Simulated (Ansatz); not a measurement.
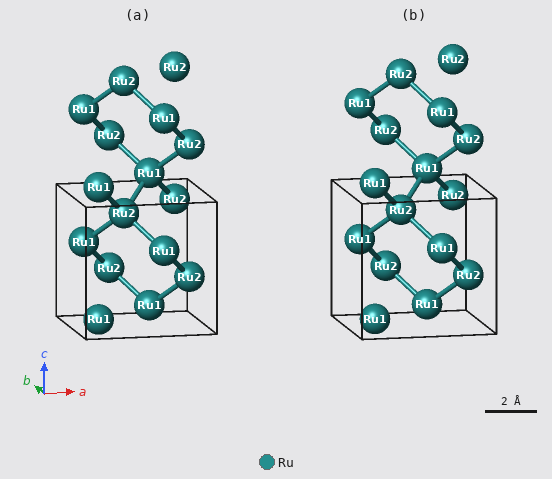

The structure of crystalline Ru (a generated structure, set up in Fd-3m) before (left) and after (right) a relaxation, at one scale.

Style: ball-and-stick. Shown: the conventional cell (4 times the calculation's cell), repeated 1 × 1 × 2 with one cell outlined, slightly off an axis. Lengths and directions refer to the drawn axes.

Phase: diamond.

Computed with DFT, m-r2SCAN, plane waves (500 eV) with PAW, scalar-relativistic (Ansatz 0.2.0).

Input
```yaml
crystal:
  lattice:
    - [0.0, 2.635171402, 2.635171402]
    - [2.635171402, 0.0, 2.635171402]
    - [2.635171402, 2.635171402, 0.0]
  atoms:
    - { symbol: Ru, position: [0.125, 0.125, 0.125], spin: 1.0 }
    - { symbol: Ru, position: [0.875, 0.875, 0.875], spin: 1.0 }
hamiltonian:
  xc: mr2scan
  pseudopotentials:
    kind: paw
    azcp:
      Ru: "pseudopotentials/Ru.paw.azcp"
basis:
  ecutwfc: 500
  fft_grid_basis: typed
kpoints:
  mp_grid: { grid: [10, 10, 10], shift: [0, 0, 0] }
magnetization:
  spin_polarized: true
scf:
  occupations: { method: fermi_dirac, width: 0.05 }
relax:
  max_steps: 60
  f_tol: 0.01
  cell: {}
```

Q: What changed between the two?

A: No atom moves by more than 0.005 Å relative to the cell. Cell: a = b = c 5.270 → 5.413 Å (+2.7 %). Volume +8.4 %. Among the contacts that change: Ru1–Ru2 2.282 → 2.344 Å. The space group stays Fd-3m (No. 227). Over 3 accepted moves (4 points after the start) the energy falls by 76.5 meV per atom. All forces vanish by symmetry, so only the cell relaxes. The pressure goes from 17.28 to 0.01 GPa. The SCF was repeated once at an unchanged geometry on a basis and grid sized afresh for the cell, which shifted the energy by 1.1 meV per atom at most. The program noted that the starting moments weren't kept. The run took roughly 60 core-seconds on a shared host.
